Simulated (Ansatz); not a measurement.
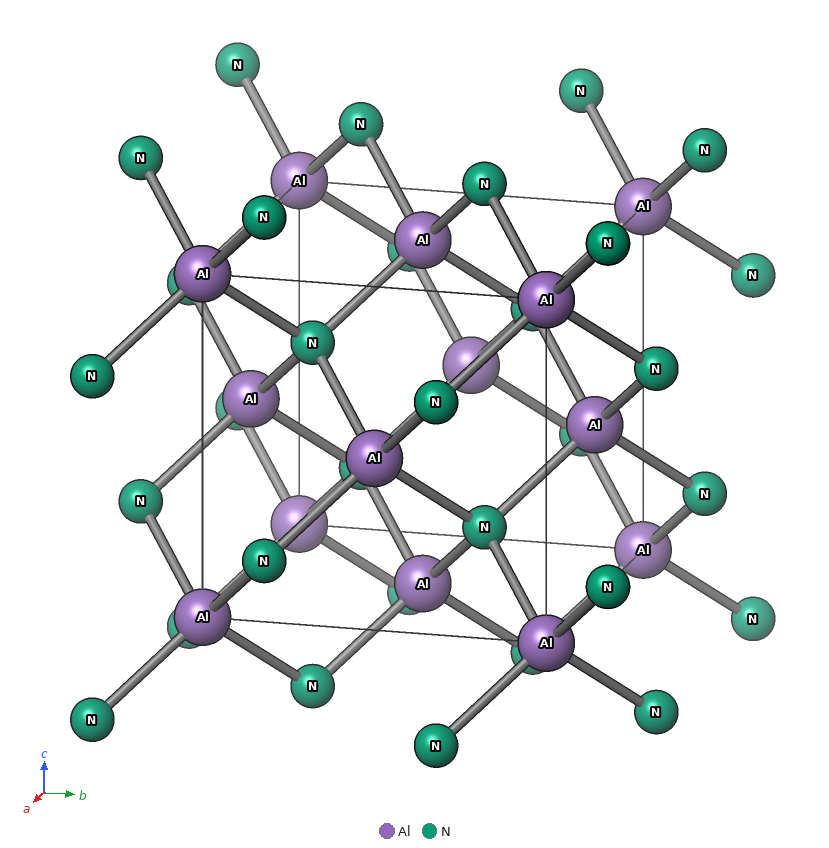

A ball-and-stick rendering, viewed slightly off an axis. The lines enclose the drawn cell (a repeat of the simulation cell); boundary atoms appear with their images. Periodic images bonded to atoms of the box are shown as well.

AlN, a = 4.370 Å, b = 4.370 Å, c = 4.370 Å, α = 90.00°, β = 90.00°, γ = 90.18°. Within 0.01 Å the space group is F-43m (No. 216), face-centred cubic: zinc blende (sphalerite type). The structure comes from a structure type filled with these elements by a generator (whether the compound takes this form wasn't checked). The cell was then strained or its atoms displaced on purpose. It was the input of a calculation with Ansatz.

This one geometry was computed with Ansatz (DFT, plane waves, PAW) at three levels of theory: r2SCAN, HSE06 and PBE. It was relaxed with r2SCAN and then strained.

> Which level gives the highest pressure at this volume, and what does that say about its equilibrium volume?

Highest: PBE (4.6 GPa), which points to the largest equilibrium volume. Lowest, with the smallest volume: HSE06 (-0.6 GPa). Levels within 0.5 GPa of each other can't be told apart.

> How does the band gap change with the level of theory?

PBE: a gap of 3.31 eV, indirect; r2SCAN: a gap of 3.93 eV, indirect; HSE06: a gap of 4.54 eV, indirect.

> Collect the results in a table.

| level | cutoff (eV) | k-mesh of the run's cell | gap (eV) | pressure (GPa) |
| --- | --- | --- | --- | --- |
| r2SCAN | 500 | 10×10×10 | 3.93 | 0.0 |
| HSE06 | 420 | 8×8×8 | 4.54 | -0.6 |
| PBE | 420 | 10×10×10 | 3.31 | 4.6 |

Gaps are taken on the k-mesh or band path of each run.
